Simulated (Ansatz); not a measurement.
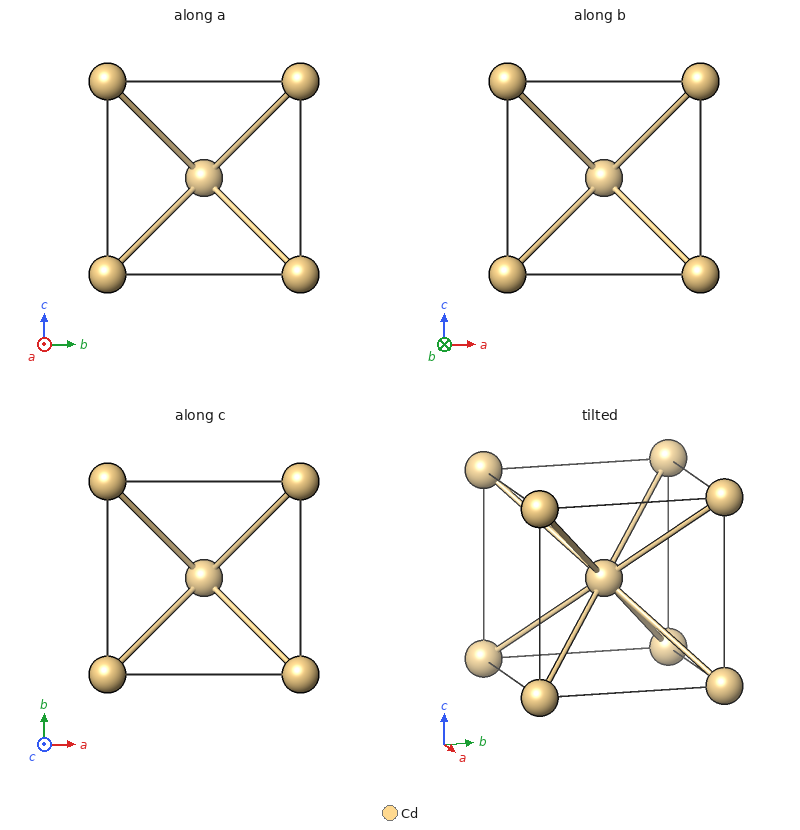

View along the a axis, along the b axis, along the c axis and slightly off an axis, drawn as a ball-and-stick model. The edges of the conventional unit cell are marked.

Lattice parameters: a = 3.3494 Å, b = 3.3494 Å, c = 3.3494 Å, α = 90.000°, β = 90.000°, γ = 90.000°.

Write down what is shown as a CIF in P1 with every atom of the cell.

Answer.
```cif
data_structure
_symmetry_space_group_name_H-M 'P 1'
_symmetry_Int_Tables_number 1
_cell_length_a 3.3494
_cell_length_b 3.3494
_cell_length_c 3.3494
_cell_angle_alpha 90.000
_cell_angle_beta 90.000
_cell_angle_gamma 90.000
_cell_volume 37.58
loop_
_atom_site_label
_atom_site_type_symbol
_atom_site_fract_x
_atom_site_fract_y
_atom_site_fract_z
_atom_site_occupancy
Cd1 Cd 0.0000 0.0000 0.0000 1
Cd2 Cd 0.5000 0.5000 0.5000 1
```

The model was built from a structure type filled with this element by a generator (whether the element takes this form wasn't checked). Earlier steps of the study may have refined or changed the cell and positions. It was the input of a calculation with Ansatz.

At this level of theory the cell isn't at rest (compressed, at 10 GPa), so its distances can differ from those at equilibrium, the more so the softer the solid.
